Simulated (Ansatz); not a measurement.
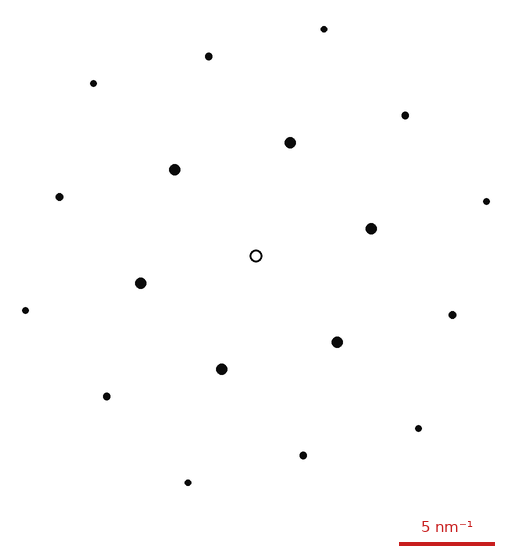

The pattern is a kinematic simulation for 200 kV electrons (no multiple scattering; isotropic B = 0.5 Å²).

Phase: Zr, space group Fm-3m (No. 225), a = 4.53 Å. Structure: the input geometry of an electronic-structure calculation (not necessarily at equilibrium); the starting structure was generated, so it need not be a known form of this composition.

```
Zr
1.0
     4.53023    0.00000    0.00000
     0.00000    4.53023    0.00000
     0.00000    0.00000    4.53023
Zr
4
Direct
  0.00000 0.00000 0.00000
  0.00000 0.50000 0.50000
  0.50000 0.00000 0.50000
  0.50000 0.50000 0.00000
```

Question: Measure the pattern against the scale bar and name the zone.

Answer: The spots form a hexagonal net with both shortest vectors at d = 1.60 Å, 60.0° apart. They index as -2 2 0 and -2 0 2, so the zone axis is [111] (or an equivalent direction of <111>).

Question: Which reflections of this zone are missing, and why?

Answer: The lattice centring (F) removes all reflections that break h + k = 2n, h + l = 2n.
